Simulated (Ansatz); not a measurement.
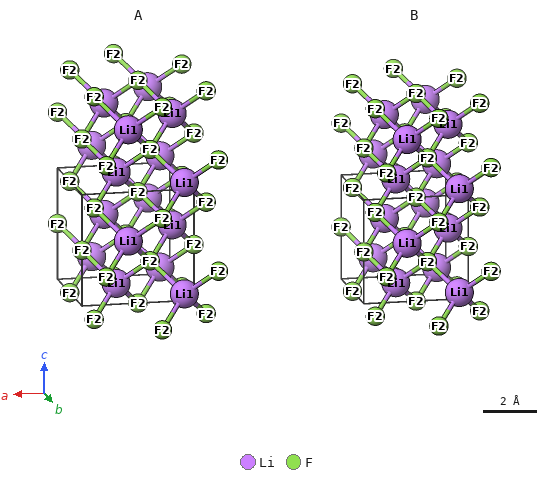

Two geometries of a crystal of LiF (a generated structure, set up in F-43m) (coarse preliminary run), drawn at one scale. One is the start of a relaxation, the other its converged end. Style: ball-and-stick. Shown: the conventional cell (4 times the calculation's cell), repeated 1 × 2 × 2 with one cell outlined, from a free direction. Lengths and directions refer to the drawn axes.

Theory: DFT PBE, scalar-relativistic, plane waves, PAW in Ansatz 0.2.0. Set-up: plane-wave cutoff 420 eV; k-point mesh 8 × 8 × 8; occupations gaussian; smearing width 0.1 eV; no spin polarisation; cell and atoms relaxed; force threshold 0.04 eV/Å; at most 70 steps.

Q: Which of the two is the end point?

A: Structure A is the relaxed one. After 5 accepted moves (7 points after the start) the energy has fallen by 89.0 meV per atom. All forces vanish by symmetry, so only the cell relaxes. The pressure goes from 17.18 to 0.14 GPa. At 2 points the geometry stayed and the basis and grid were re-selected for the new cell (energy shift of 16.8 meV per atom at most each time). The atoms keep their places relative to the cell (all moves are under 0.005 Å). The volume changes by +23.4 %, with a = b = c 4.065 → 4.360 Å (+7.3 %). Among the contacts that change: Li1–F2 1.760 → 1.888 Å. The space group stays F-43m (No. 216). Cost: 5.5 s on 1 thread of Arm Neoverse V2 (shared host), peak memory 0.26 GiB.
